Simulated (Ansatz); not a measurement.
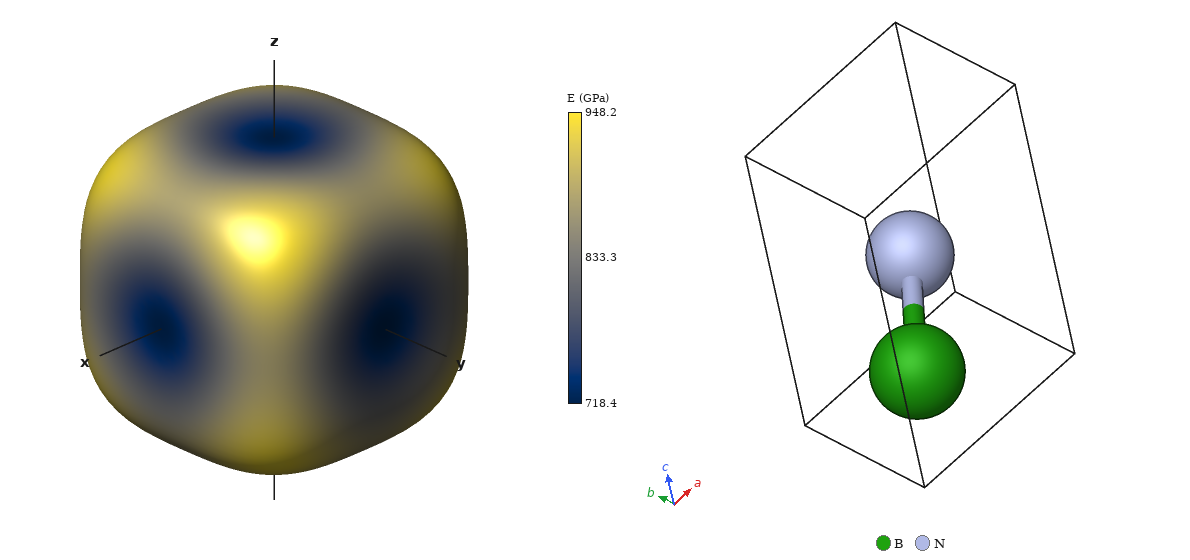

Plotted: Young's modulus as a surface whose radius and colour give its value in each direction for BN, space group F-43m (No. 216) (cell built by us, not taken from a database). The cell is drawn beside the plot.

The given structure:
```yaml
crystal:
  lattice:
    - [0.00000, 1.81234, 1.81234]
    - [1.81234, 0.00000, 1.81234]
    - [1.81234, 1.81234, 0.00000]
  atoms:
    - { symbol: B, position: [0.25000, 0.25000, 0.25000] }
    - { symbol: N, position: [0.50000, 0.50000, 0.50000] }
```

How it was computed, with Ansatz 0.2.0: elastic stress-strain coefficients at zero temperature from small strains of the given cell, Voigt order xx yy zz yz xz xy, Cartesian axes of the cell vectors; plane waves with PAW datasets, Γ-centred k mesh. Level: PBE, no spin polarisation.

wave cutoff 420 eV; k mesh 12×12×12; occupations fixed; ions relaxed; strain amplitude 0.002.

Question: Between which limits does E lie over all directions?

Answer: Over all directions E runs from 718 to 948 GPa, a ratio of 1.32.

Question: What is E along the Cartesian axes and along their diagonal?

Answer: E is 718 GPa along x, y and z alike, and 948 GPa along the body diagonal x + y + z.
